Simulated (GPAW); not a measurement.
**SiC (P6_3mc): refractive index against wavelength**

The refractive index of SiC (P6_3mc) along x below the direct gap (3.98 eV on the mesh) is read from one computed spectrum, n = √(Re ε). x, y and z are the Cartesian axes of the input cell.

The structure is hexagonal, space group P6_3mc (No. 186). The conventional cell has a = 3.076 Å, b = 3.076 Å, c = 5.048 Å, α = 90.00°, β = 90.00°, γ = 120.00°. Si on site b is surrounded by 4 C at 1.87 to 1.94 Å. C on site b is surrounded by 4 Si at 1.87 to 1.94 Å.

Method: GPAW 26.7.0, LDA, RPA, k-mesh 12×12×6, local fields up to 50 eV, Lorentzian half width 0.15 eV.

Launch of the response step: `OMP_NUM_THREADS=1 python df.py`. The run took 65 s, its band step included, on 1 thread of Arm Neoverse V2, with other jobs on the host.

| wavelength (nm) | photon energy E (eV) | n |
| --- | --- | --- |
| 1310 | 0.946 | 2.6106 |
| 1064 | 1.165 | 2.6204 |
| 850 | 1.459 | 2.6372 |
| 700 | 1.771 | 2.6600 |
| 633 | 1.959 | 2.6763 |
| 532 | 2.331 | 2.7154 |
| 450 | 2.755 | ? |

In the single-oscillator model n² − 1 = E₀E_d/(E₀² − E²), so 1/(n² − 1) = E₀/E_d − E²/(E₀E_d) is linear in E².

Working, on the rows shown:

| x = E² (eV²) | y = 1/(n² − 1) |
| --- | --- |
| 0.895757 | 0.171962 |
| 1.35784 | 0.170459 |
| 2.12762 | 0.167931 |
| 3.13716 | 0.164593 |
| 3.83641 | 0.16227 |
| 5.43137 | 0.156902 |

Means: x̄ = 2.7977, ȳ = 0.16569. Σ(x − x̄)(y − ȳ) = -0.04737, Σ(x − x̄)² = 14.27. Slope = -0.04737 / 14.27 = -0.003319; intercept = ȳ − slope · x̄ = 0.17497. Turned back into n, the line misses the rows shown by at most 0.00031.

Question: Predict the last column of the withheld row from the fit.

Answer: At x = 7.5912 the line gives y = 0.14977, that is 2.7707. The run gave 2.7729, so the extrapolation is off by 0.0022, 1.4 % of the range in the table.

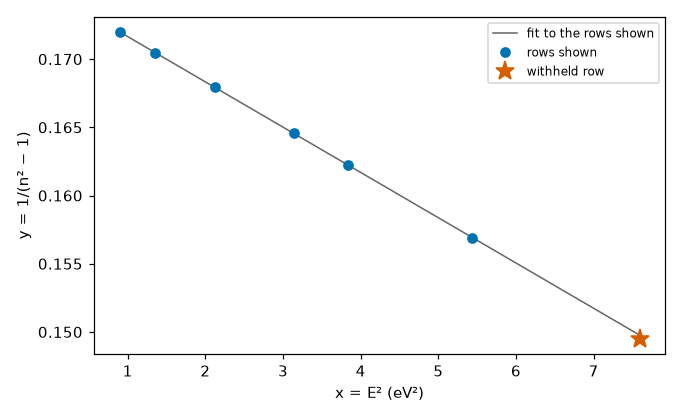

Refitted with all rows, the slope is -0.003353 and the intercept 0.17505. These give E₀ = √(intercept/−slope) = 7.23 eV and E_d = E₀/intercept = 41.3 eV; E₀ is 1.8 times the direct gap. The electronic limit at long wavelengths, without lattice vibrations, is n = √(1 + 1/intercept) = 2.591. Excitons are left out; LDA gaps are as a rule too small. The values come from a sum over the points of one k-mesh and carry its error, which grows as the direct gap shrinks.
